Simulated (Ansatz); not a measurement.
## Geometry relaxation of Si3Se2 (part 2 of 2)

The same run, continued: Si3Se2 (10 atoms in the cell); DFT PBE, scalar-relativistic, plane waves, PAW, no spin polarisation (Ansatz 0.2.0); cutoff 420 eV, 6×6×6 k-mesh, Gaussian smearing of 0.01 eV. The structure was made by swapping elements on the sites of another compound; it need not be a known phase. It belongs to a series of runs on one base structure; here: anti-corundum type (R-3c, No. 167).

Geometry of the input (Å; fractional positions):
```
3.6206  2.0904  6.1516
-3.6206  2.0904  6.1516
0.0000  -4.1807  6.1516
Si 0.4807  0.0193  0.2500
Si 0.2500  0.4807  0.0193
Si 0.0193  0.2500  0.4807
Si 0.5193  0.9807  0.7500
Si 0.7500  0.5193  0.9807
Si 0.9807  0.7500  0.5193
Se 0.3486  0.3486  0.3486
Se 0.1514  0.1514  0.1514
Se 0.6514  0.6514  0.6514
Se 0.8486  0.8486  0.8486
```

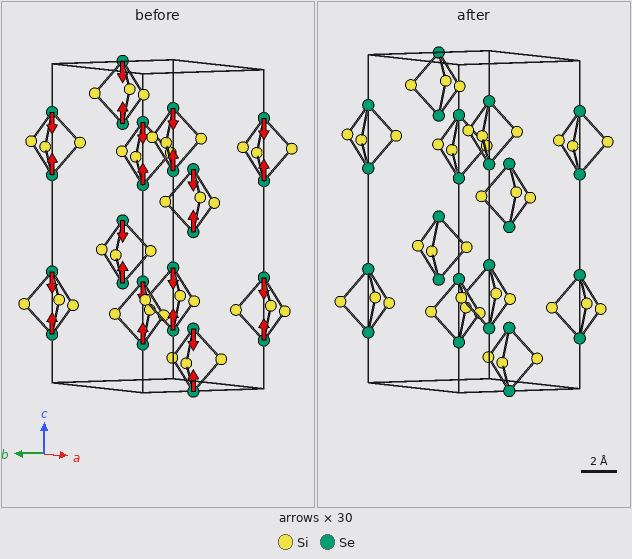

Fig. 1: Before (left) and after (right) the relaxation, at one scale (ball-and-stick view of the cell 3 times as large as that of the calculation, set on its symmetry axes, with bonded neighbours outside it, seen at an oblique angle). The red arrows give the displacements (without the part carried along by the change of the cell), magnified 30 times. After 5 geometry steps the energy has fallen by 0.8 meV per atom. Largest force component: 0.019 eV/Å at the start, 0.004 eV/Å at the end. Pressure: 0.33 GPa at the start and 0.00 GPa at the end. The largest moves relative to the cell, 0.044 Å, are those of Se7, Se8, Se9 and Se10. Largest moves by element: Se 0.044 Å, Si 0.003 Å. The drawn cell changes as follows: a = b 7.241 → 7.231 Å (−0.1 %), c 18.455 → 18.979 Å (+2.8 %); the volume changes by +2.6 %. The space group stays R-3c (No. 167). A last SCF at the same geometry on a re-selected plane-wave basis shifts the energy by −0.1 meV per atom. (Atoms are counted from 1 in the order of the input.)

```
basis re-selected at this cell: Δ(F+E_penalty+E_count) = -5.536e-4 eV, ΔP = +0.002 GPa vs the last step (what re-selecting the basis moved, of the pressure what is left beyond the Pulay correction that the steps carried, after the strain that the cell walked since its last selection, with what the two solves' SCF thresholds leave and, on support functions, any second-order correction that the steps lacked; it is no measure of the basis error at this ecutwfc). The dense FFT grid was sized anew with the basis: this SCF ran on 54×54×54 points, the steps before it on 50×50×50, so part of this shift can come from that change (see relax.cell in the input reference). This SCF's stress stands 1.32e-2 GPa from its target on what of the cell is left free (relax.cell.stress_tol is 5.00e-2 GPa) and its largest allowed force component is 4.02e-3 eV/Å (relax.f_tol is 1.00e-2 eV/Å): within both
SCF converged after 7 iterations
Free energy (F): -25685.376869 eV
Harris-Foulkes:  -25685.376869 eV  (|F-HF|=0.00e0)
Internal energy: -25685.376694 eV  (E = F + TS)
E sigma→0 (E₀):  -25685.376782 eV
Entropy (-TS):   -0.000176 eV (-0.018 meV/atom)
Fermi energy:    5.030875 eV
--- Per-component energies (eV) ---
  E_band       = -1802.238396
  E_kinetic    = 691.623403
  E_local      = -12983.198016  (includes V_loc(G=0)·N_el)
  E_nonlocal   = -2219.736951
  E_hartree    = 6254.210392
  E_xc         = -739.510897
  E_vxc        = -660.655612  (∫ρ·V_xc dr)
  E_paw        = -10718.580638  (= ΣΔE_a)
  E_vpaw       = 861.310253  (= ΣTr[D̂ρ^β])
  E_aug_tail   = -0.002297  (compensation charges beyond the density's cutoff)
  E_ewald      = -5970.181690
  E_smearing   = -0.000176  (= −TS)
  E_closure    = 0.000000  (closes the sum)
  Σ components = -25685.376869   (vs F -25685.376869, Δ=0.00e0)
--- Forces (eV/Å), atoms counted from 1 ---
  atom   1  Si    -0.00402464     0.00000000    -0.00000000
  atom   2  Si     0.00201232    -0.00348544    -0.00000000
  atom   3  Si     0.00201232     0.00348544     0.00000000
  atom   4  Si     0.00402464    -0.00000000     0.00000000
  atom   5  Si    -0.00201232     0.00348544     0.00000000
  atom   6  Si    -0.00201232    -0.00348544    -0.00000000
  atom   7  Se    -0.00000000     0.00000000     0.00219114
  atom   8  Se    -0.00000000     0.00000000    -0.00219114
  atom   9  Se     0.00000000    -0.00000000    -0.00219114
  atom  10  Se     0.00000000    -0.00000000     0.00219114
  max |Σ_I F_I| component: 1.01e-17 eV/Å
--- Stress (GPa, compression-positive) ---
       -0.011602       0.000000       0.000000
        0.000000      -0.011602      -0.000000
       -0.000000      -0.000000       0.013161
  P = ⅓ Tr σ = -0.0033 GPa (-0.033 kbar)
--- Band table (eV; the first three rows and the last of 32) ---
  k-point 0: bands = ["-43.7909", "-43.7909", "-43.7902", "-43.7901", "-43.7838", "-43.7838", "-43.7838", "-43.7838", "-43.7836", "-43.7836", "-43.7836", "-43.7836", "-43.7591", "-43.7591", "-43.7591", "-43.7591", "-43.7591", "-43.7591", "-43.7591", "-43.7591", "-10.2851", "-9.7746", "-9.1034", "-8.8373", "-3.7694", "-3.0164", "-3.0164", "-2.4073", "-1.8374", "-1.8374", "-0.2949", "-0.2949", "0.4929", "0.4929", "0.4955", "1.0785", "1.1145", "2.7375", "2.7375", "3.6283", "3.7908", "3.7908", "4.6847", "4.6847", "5.9532", "5.9532", "6.0135", "6.7491", "6.7491", "7.0543", "7.0543", "7.1016", "7.3099", "7.7913"]
  k-point 1: bands = ["-43.7909", "-43.7909", "-43.7902", "-43.7901", "-43.7838", "-43.7838", "-43.7838", "-43.7838", "-43.7836", "-43.7836", "-43.7836", "-43.7836", "-43.7591", "-43.7591", "-43.7591", "-43.7591", "-43.7591", "-43.7591", "-43.7591", "-43.7591", "-10.2526", "-9.8105", "-9.0898", "-8.8598", "-3.7004", "-2.9758", "-2.9598", "-2.5741", "-2.0174", "-1.8833", "-0.1505", "-0.0364", "0.3031", "0.5008", "0.8631", "1.1599", "1.1700", "2.6000", "2.7414", "3.2128", "3.6074", "3.8216", "4.5324", "4.5649", "5.7630", "5.8811", "6.3578", "6.5962", "6.8526", "6.9775", "7.1865", "7.3815", "7.5753", "7.7599"]
  k-point 2: bands = ["-43.7909", "-43.7909", "-43.7901", "-43.7901", "-43.7838", "-43.7838", "-43.7838", "-43.7838", "-43.7836", "-43.7836", "-43.7836", "-43.7836", "-43.7591", "-43.7591", "-43.7591", "-43.7591", "-43.7591", "-43.7591", "-43.7591", "-43.7591", "-10.1627", "-9.9075", "-9.0498", "-8.9176", "-3.5084", "-2.9015", "-2.8516", "-2.7836", "-2.3435", "-2.1233", "0.1982", "0.4285", "0.4759", "0.5885", "0.9534", "1.1860", "1.5211", "2.2382", "2.6892", "2.7229", "3.2535", "3.5802", "4.3864", "4.4307", "5.4474", "5.6757", "6.3027", "6.8277", "6.9748", "7.1313", "7.3481", "7.7796", "7.8688", "8.2416"]
  k-point 31: bands = ["-43.7909", "-43.7909", "-43.7901", "-43.7901", "-43.7838", "-43.7838", "-43.7838", "-43.7838", "-43.7836", "-43.7836", "-43.7836", "-43.7836", "-43.7591", "-43.7591", "-43.7591", "-43.7591", "-43.7591", "-43.7591", "-43.7591", "-43.7591", "-10.0437", "-10.0437", "-8.9805", "-8.9805", "-3.0878", "-3.0878", "-2.6310", "-2.6310", "-2.6310", "-2.6310", "0.5658", "0.5658", "0.7926", "0.7926", "0.7926", "0.7926", "2.3782", "2.3782", "2.3782", "2.3782", "2.5588", "2.5588", "5.1822", "5.1822", "5.1822", "5.1822", "5.9541", "5.9541", "7.6470", "7.6470", "7.6470", "7.6470", "7.9044", "7.9044"]
--- Relaxed structure (6 steps of the walk, 6 accepted, 1 SCFs on fresh bases) ---
  F+E_penalty+E_count = -25685.37686945 eV   max|allowed force component| = 4.025e-3 eV/Å   (the final SCF, on the basis selected at the relaxed cell)
  cell:  # Å, volume = 286.5045 Å³
    - [3.615710784644372, 2.0875315948262605, 6.326354147593004]
    - [-3.615710784644372, 2.0875315948262605, 6.326354147593004]
    - [1.911864884092256e-33, -4.175063189652522, 6.326354147593004]
  atoms:
    - { symbol: Si, position: [0.48024197733003793, 0.01975802266996199, 0.25] }
    - { symbol: Si, position: [0.25, 0.480241977330038, 0.01975802266996199] }
    - { symbol: Si, position: [0.01975802266996196, 0.24999999999999994, 0.48024197733003804] }
    - { symbol: Si, position: [0.5197580226699621, 0.980241977330038, 0.7500000000000001] }
    - { symbol: Si, position: [0.7500000000000001, 0.5197580226699621, 0.980241977330038] }
    - { symbol: Si, position: [0.980241977330038, 0.75, 0.5197580226699622] }
    - { symbol: Se, position: [0.34627757577016566, 0.34627757577016566, 0.34627757577016566] }
    - { symbol: Se, position: [0.1537224242298343, 0.1537224242298343, 0.15372242422983434] }
    - { symbol: Se, position: [0.6537224242298343, 0.6537224242298343, 0.6537224242298343] }
    - { symbol: Se, position: [0.8462775757701656, 0.8462775757701656, 0.8462775757701657] }
```

**Trajectory as extended XYZ (Å, eV, eV/Å), 7 frames, from step=1 to step=7**
```
10
Lattice="3.6206 2.0904 6.1516 -3.6206 2.0904 6.1516 0.0000 -4.1807 6.1516" Properties=species:S:1:pos:R:3:forces:R:3 step=1 energy=-25685.36864 pressure_GPa=0.33
Si    1.6707    0.0000    4.6137   -0.0035   0.0000   0.0000
Si   -0.8354    1.4469    4.6137    0.0018  -0.0030   0.0000
Si   -0.8354   -1.4469    4.6137    0.0018   0.0030   0.0000
Si   -1.6707    0.0000   13.8410    0.0035   0.0000   0.0000
Si    0.8354   -1.4469   13.8410   -0.0018   0.0030   0.0000
Si    0.8354    1.4469   13.8410   -0.0018  -0.0030   0.0000
Se    0.0000    0.0000    6.4331    0.0000   0.0000   0.0187
Se    0.0000    0.0000    2.7942    0.0000   0.0000  -0.0187
Se    0.0000    0.0000   12.0216    0.0000   0.0000  -0.0187
Se    0.0000    0.0000   15.6604    0.0000   0.0000   0.0187
10
Lattice="3.6503 2.1075 6.2169 -3.6503 2.1075 6.2169 0.0000 -4.2150 6.2169" Properties=species:S:1:pos:R:3:forces:R:3 step=2 energy=-25685.37486 pressure_GPa=-0.05
Si    1.6688    0.0000    4.6627   -0.0112   0.0000   0.0000
Si   -0.8344    1.4452    4.6627    0.0056  -0.0097   0.0000
Si   -0.8344   -1.4452    4.6627    0.0056   0.0097   0.0000
Si   -1.6688    0.0000   13.9880    0.0112   0.0000   0.0000
Si    0.8344   -1.4452   13.9880   -0.0056   0.0097   0.0000
Si    0.8344    1.4452   13.9880   -0.0056  -0.0097   0.0000
Se    0.0000    0.0000    6.4858    0.0000   0.0000  -0.0025
Se    0.0000    0.0000    2.8395    0.0000   0.0000   0.0025
Se    0.0000    0.0000   12.1649    0.0000   0.0000   0.0025
Se    0.0000    0.0000   15.8111    0.0000   0.0000  -0.0025
10
Lattice="3.6450 2.1044 6.2235 -3.6450 2.1044 6.2235 0.0000 -4.2088 6.2235" Properties=species:S:1:pos:R:3:forces:R:3 step=3 energy=-25685.37520 pressure_GPa=-0.01
Si    1.6663    0.0000    4.6677    0.0012   0.0000   0.0000
Si   -0.8332    1.4431    4.6677   -0.0006   0.0010   0.0000
Si   -0.8332   -1.4431    4.6677   -0.0006  -0.0010   0.0000
Si   -1.6663    0.0000   14.0030   -0.0012   0.0000   0.0000
Si    0.8332   -1.4431   14.0030    0.0006  -0.0010   0.0000
Si    0.8332    1.4431   14.0030    0.0006   0.0010   0.0000
Se    0.0000    0.0000    6.4927    0.0000   0.0000  -0.0061
Se    0.0000    0.0000    2.8427    0.0000   0.0000   0.0061
Se    0.0000    0.0000   12.1780    0.0000   0.0000   0.0061
Se    0.0000    0.0000   15.8280    0.0000   0.0000  -0.0061
10
Lattice="3.6357 2.0991 6.2461 -3.6357 2.0991 6.2461 0.0000 -4.1981 6.2461" Properties=species:S:1:pos:R:3:forces:R:3 step=4 energy=-25685.37564 pressure_GPa=0.04
Si    1.6650    0.0000    4.6846    0.0082   0.0000   0.0000
Si   -0.8325    1.4420    4.6846   -0.0041   0.0071   0.0000
Si   -0.8325   -1.4420    4.6846   -0.0041  -0.0071   0.0000
Si   -1.6650    0.0000   14.0538   -0.0082   0.0000   0.0000
Si    0.8325   -1.4420   14.0538    0.0041  -0.0071   0.0000
Si    0.8325    1.4420   14.0538    0.0041   0.0071   0.0000
Se    0.0000    0.0000    6.5101    0.0000   0.0000   0.0026
Se    0.0000    0.0000    2.8591    0.0000   0.0000  -0.0026
Se    0.0000    0.0000   12.2283    0.0000   0.0000  -0.0026
Se    0.0000    0.0000   15.8792    0.0000   0.0000   0.0026
10
Lattice="3.6150 2.0871 6.3155 -3.6150 2.0871 6.3155 0.0000 -4.1742 6.3155" Properties=species:S:1:pos:R:3:forces:R:3 step=5 energy=-25685.37619 pressure_GPa=0.08
Si    1.6624    0.0000    4.7366    0.0177   0.0000   0.0000
Si   -0.8312    1.4397    4.7366   -0.0088   0.0153   0.0000
Si   -0.8312   -1.4397    4.7366   -0.0088  -0.0153   0.0000
Si   -1.6624    0.0000   14.2098   -0.0177   0.0000   0.0000
Si    0.8312   -1.4397   14.2098    0.0088  -0.0153   0.0000
Si    0.8312    1.4397   14.2098    0.0088   0.0153   0.0000
Se    0.0000    0.0000    6.5638    0.0000   0.0000   0.0153
Se    0.0000    0.0000    2.9094    0.0000   0.0000  -0.0153
Se    0.0000    0.0000   12.3826    0.0000   0.0000  -0.0153
Se    0.0000    0.0000   16.0369    0.0000   0.0000   0.0153
10
Lattice="3.6157 2.0875 6.3264 -3.6157 2.0875 6.3264 0.0000 -4.1751 6.3264" Properties=species:S:1:pos:R:3:forces:R:3 step=6 energy=-25685.37632 pressure_GPa=-0.01
Si    1.6650    0.0000    4.7448   -0.0039   0.0000   0.0000
Si   -0.8325    1.4419    4.7448    0.0019  -0.0034   0.0000
Si   -0.8325   -1.4419    4.7448    0.0019   0.0034   0.0000
Si   -1.6650    0.0000   14.2343    0.0039   0.0000   0.0000
Si    0.8325   -1.4419   14.2343   -0.0019   0.0034   0.0000
Si    0.8325    1.4419   14.2343   -0.0019  -0.0034   0.0000
Se    0.0000    0.0000    6.5720    0.0000   0.0000   0.0023
Se    0.0000    0.0000    2.9175    0.0000   0.0000  -0.0023
Se    0.0000    0.0000   12.4070    0.0000   0.0000  -0.0023
Se    0.0000    0.0000   16.0616    0.0000   0.0000   0.0023
10
Lattice="3.6157 2.0875 6.3264 -3.6157 2.0875 6.3264 0.0000 -4.1751 6.3264" Properties=species:S:1:pos:R:3:forces:R:3 step=7 energy=-25685.37687 pressure_GPa=-0.00
Si    1.6650    0.0000    4.7448   -0.0040   0.0000   0.0000
Si   -0.8325    1.4419    4.7448    0.0020  -0.0035   0.0000
Si   -0.8325   -1.4419    4.7448    0.0020   0.0035   0.0000
Si   -1.6650    0.0000   14.2343    0.0040   0.0000   0.0000
Si    0.8325   -1.4419   14.2343   -0.0020   0.0035   0.0000
Si    0.8325    1.4419   14.2343   -0.0020  -0.0035   0.0000
Se    0.0000    0.0000    6.5720    0.0000   0.0000   0.0022
Se    0.0000    0.0000    2.9175    0.0000   0.0000  -0.0022
Se    0.0000    0.0000   12.4070    0.0000   0.0000  -0.0022
Se    0.0000    0.0000   16.0616    0.0000   0.0000   0.0022
```

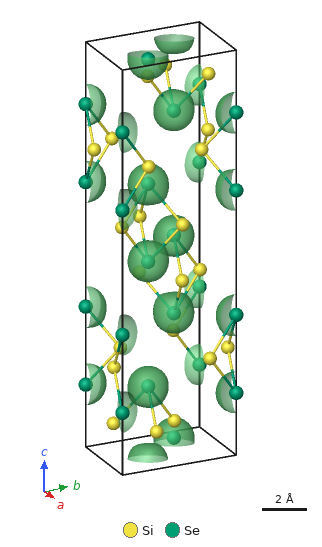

Fig. 2: Isosurface of the valence charge density (pseudo) at 0.6 e/Å³ (green), seen slightly off an axis. Sticks mark near contacts. The outline is the cell set on symmetry axes. At this value the density breaks into separate islands; it holds about 55 % of the electrons treated as valence. It is pinched off along the Si–Se (2.47 Å) contacts. On the grid the lowest density along these lines, outside the cores, is 0.42 e/Å³ (Si–Se, 2.47 Å). The fields are those of the smooth PAW valence density.

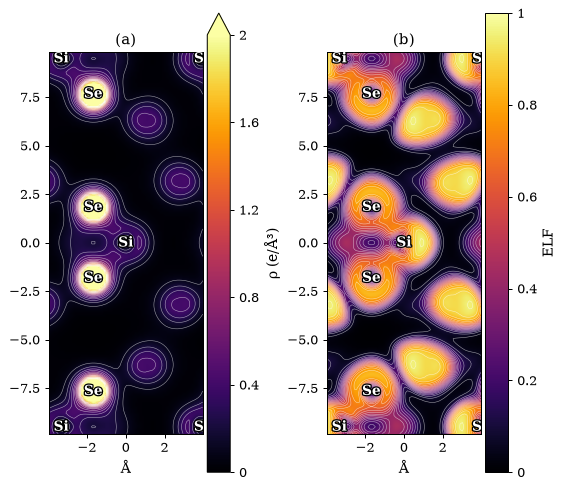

Fig. 3: (a) valence electron density; (b) electron localisation function on the (010) plane of the conventional cell. Atoms in the plane: Si and Se. Si–Se (2.47 Å): ρ is about 0.48 e/Å³ halfway; the ELF peaks at about 0.75 between the atoms (localised, shared-pair bonding). Away from the nuclei the density in this plane falls to 0.002 e/Å³ at its lowest.

**Summary**

- outcome: converged
- space group (tolerance 0.01 Å): R-3c (167)
- electrons treated: 88
- free energy: −25685.3769 eV
- Fermi energy: 5.031 eV
- gap on the k-point mesh: none (metallic)
- pressure: 0.00 GPa
- final volume: 286.50 Å³
- largest force (length of the vector) at the end: 0.004 eV/Å
- final cell: a = 7.580 Å, b = 7.580 Å, c = 7.580 Å, α = 56.98°, β = 56.98°, γ = 56.98°
- wall time: 3.6 min
- peak memory: 0.78 GiB
